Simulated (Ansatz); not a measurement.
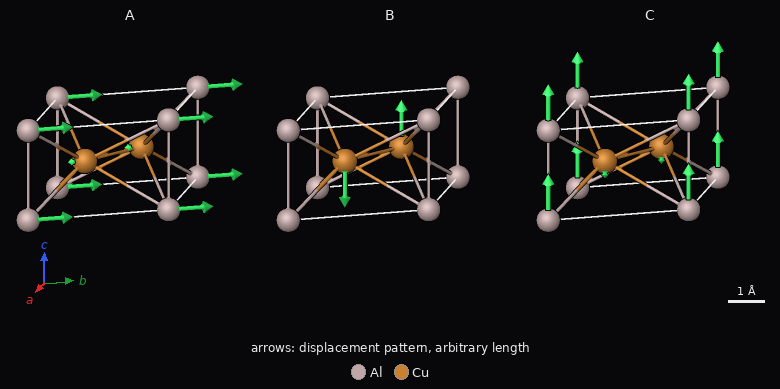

Three optical modes of solid AlCu2 (a generated structure) at the zone centre, in no order (one member of each degenerate set). Displacements are drawn as green arrows; their common scale and sign are arbitrary. A ball-and-stick model of the cell of the calculation, seen slightly off an axis.

Computed with DFT PBE, scalar-relativistic, plane waves, PAW (Ansatz 0.2.0). Settings: plane-wave cutoff 420 eV; k-point mesh 12 × 12 × 20; occupations fermi dirac; smearing width 0.15 eV; no spin polarisation.

The frequencies depend somewhat on the k-mesh and the smearing.

Order them from the lowest to the highest frequency (imaginary ones first).

Answer. B (56i cm⁻¹), C (186 cm⁻¹), A (215 cm⁻¹). B, B₁g: The Al atoms stay at rest; all motion is along c; atoms of one kind move against one another, with no net shift of their sublattice. C, A₂u: The Al sublattice moves against the Cu sublattice, along c; the kinetic energy is shared as Al 82 %, Cu 18 %. A, E₁u: The Al sublattice moves against the Cu sublattice, along b; the kinetic energy is shared as Al 82 %, Cu 18 %. The crystal is metallic in this run.
